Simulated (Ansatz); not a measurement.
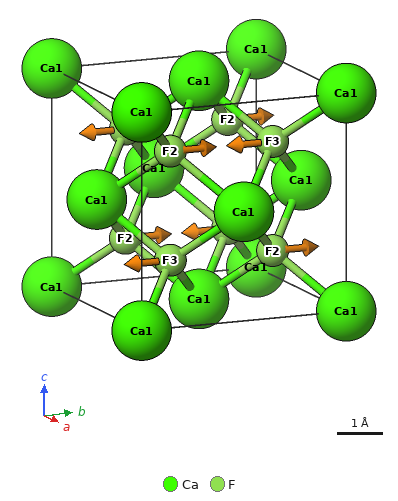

Lattice vibrations of crystalline CaF2 relaxed at 30 GPa, space group Fm-3m (No. 225), at the zone centre. The optical levels lie at 422 (×3), 457 (×3) cm⁻¹. One mode is drawn. The orange arrows give the relative displacements of the atoms. The picture is a ball-and-stick view of the conventional cell (4 times the calculation's cell), seen slightly off an axis. Lengths and directions refer to the drawn axes.

Level of theory: DFT LDA, scalar-relativistic, plane waves, PAW in Ansatz. (plane-wave cutoff 420 eV; k-point mesh 8 × 8 × 8; occupations fixed; target pressure 30 GPa; no spin polarisation)

Frequencies are those without the non-analytic (LO–TO) term.

To which level does it belong?

Answer. The level at 457 cm⁻¹. This is the T₂g mode (triply degenerate; one member of the set is drawn), the highest optical level, Raman-active by symmetry. The Ca atoms stay at rest; all motion is along b; atoms of one kind move against one another, with no net shift of their sublattice.
